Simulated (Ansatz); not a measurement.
Consider TiSi2.

```yaml
crystal:
  lattice:
    - [3.09741, 0.00000, 0.00000]
    - [0.00000, 3.57731, 0.00000]
    - [0.00000, 0.00000, 7.47908]
  atoms:
    - { symbol: Ti, position: [0.00000, 0.00000, 0.00000] }
    - { symbol: Ti, position: [0.50000, 0.50000, 0.50000] }
    - { symbol: Si, position: [0.00000, 0.00000, 0.33038] }
    - { symbol: Si, position: [0.50000, 0.50000, 0.83038] }
    - { symbol: Si, position: [0.00000, 0.00000, 0.66962] }
    - { symbol: Si, position: [0.50000, 0.50000, 0.16962] }
```

Space group Immm; a structure from a database of computed crystals, not necessarily the ambient phase; not relaxed (largest force 0.7 eV/Å); computed pressure about 5 GPa in this cell; computed without spin polarisation.

Method: DFT PBEsol, scalar-relativistic, plane waves, PAW (Ansatz).

What can the converged valence pseudo-density and electron localisation function tell about the bonding?

Ti–Si (2.47 Å): the density is about 0.41 e/Å³ at the midpoint; the ELF peaks at about 0.80 in the valence shell of Si, 0.9 Å from its nucleus, and is about 0.50 at the midpoint.
Si–Si (2.54 Å): ρ is about 0.36 e/Å³ halfway; the ELF peaks at about 0.65 between the atoms.

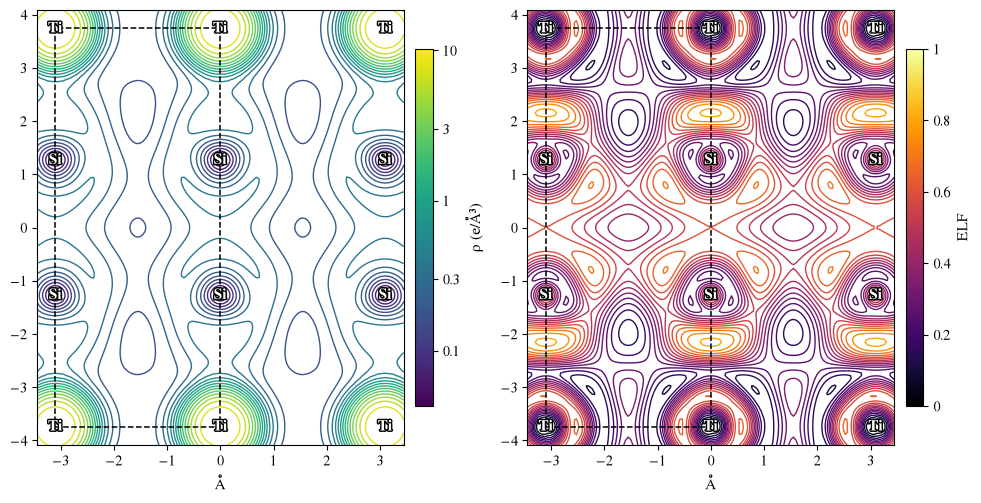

Computed valence pseudo-density and electron localisation function on the (010) plane of the conventional cell, in this order. 

Core electrons are frozen (PAW), and the valence fields are smoothed inside the atomic spheres.
